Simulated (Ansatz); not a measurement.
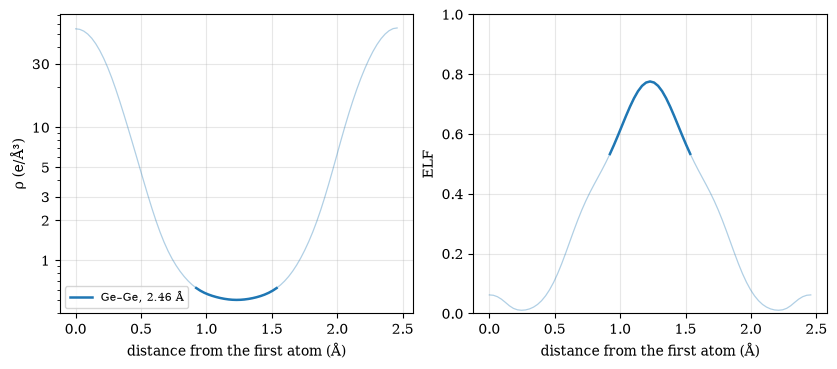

Figure 1: Ge (slab). Valence pseudo-density and electron localisation function along straight lines between neighbouring atoms. Thin, pale parts lie inside the atomic spheres.

These are results of DFT r2SCAN, scalar-relativistic, plane waves, PAW (Ansatz 0.2.0), not measurements.

The density is the valence pseudo-density of a PAW calculation; it isn't the true density close to the nuclei.

```
CELL_PARAMETERS angstrom
4.01283 0.00000 0.00000
0.00000 4.01283 0.00000
0.00000 0.00000 24.93126
ATOMIC_POSITIONS crystal
Ge 0.00000 0.50000 0.30083
Ge 0.00000 0.00000 0.35773
Ge 0.50000 0.00000 0.41464
Ge 0.50000 0.50000 0.47155
Ge 0.00000 0.50000 0.52845
Ge 0.00000 0.00000 0.58536
Ge 0.50000 0.00000 0.64227
Ge 0.50000 0.50000 0.69917
```

What can be read from the curves?

Ge–Ge (2.46 Å): ρ at the midpoint is about 0.5 e/Å³; the ELF peaks at about 0.80 between the atoms.
